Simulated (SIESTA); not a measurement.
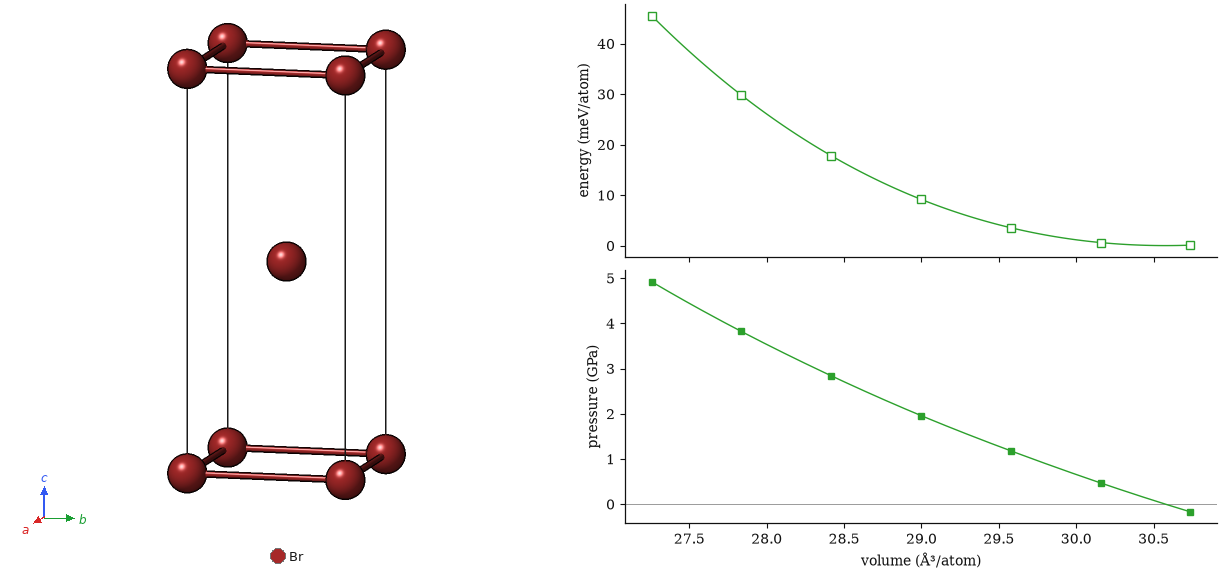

The figure shows the energy and pressure against volume for Br, space group I4/mmm (No. 139). The conventional cell is drawn beside the plot.

Structure:
```xyz
1
Lattice="-1.4235 1.4235 3.5775 1.4235 -1.4235 3.5775 1.4235 1.4235 -3.5775" Properties=species:S:1:pos:R:3 pbc="T T T"
Br    0.0000    0.0000    0.0000
```

Calculation (SIESTA 5.4.2): DFT in numerical atomic orbitals with pseudopotentials, no spin polarisation; energies at scaled volumes of the given cell, shape and fractions fixed, counted from the fit's minimum, third-order Birch-Murnaghan fit. Level: PBE.

```json
{"setting": "k mesh", "value": "13×13×13"}
{"setting": "occupations", "value": "Fermi–Dirac"}
{"setting": "smearing width", "value": "0.05 eV"}
{"setting": "potentials", "value": "PseudoDojo 0.4 standard, converted to PSML, two zetas on semicore shells"}
{"setting": "program settings", "value": "basis DZP, mesh cutoff 500 Ry"}
```

**How stiff is the solid, and where is its volume at rest?**

A third-order Birch–Murnaghan fit gives V0 = 30.58 Å³/atom, B0 = 32.5 GPa and B′ = 4.7.

**How does the pressure vary with volume?**

It falls from 4.92 GPa at volume 27.26 Å³/atom to −0.17 GPa at 30.74 Å³/atom, and changes sign near 30.58 Å³/atom.

Note: mulliken charges of long orbitals; shape and atomic fractions are frozen while scaling, which makes layered, chain and framework solids too stiff.

The computed values:

```json
{"volume (Å³/atom)": "27.26", "energy (meV/atom)": "45.56", "pressure (GPa)": "4.92"}
{"volume (Å³/atom)": "27.84", "energy (meV/atom)": "29.81", "pressure (GPa)": "3.82"}
{"volume (Å³/atom)": "28.42", "energy (meV/atom)": "17.81", "pressure (GPa)": "2.84"}
{"volume (Å³/atom)": "29.00", "energy (meV/atom)": "9.18", "pressure (GPa)": "1.96"}
{"volume (Å³/atom)": "29.58", "energy (meV/atom)": "3.55", "pressure (GPa)": "1.18"}
{"volume (Å³/atom)": "30.16", "energy (meV/atom)": "0.58", "pressure (GPa)": "0.47"}
{"volume (Å³/atom)": "30.74", "energy (meV/atom)": "0.09", "pressure (GPa)": "-0.17"}
```
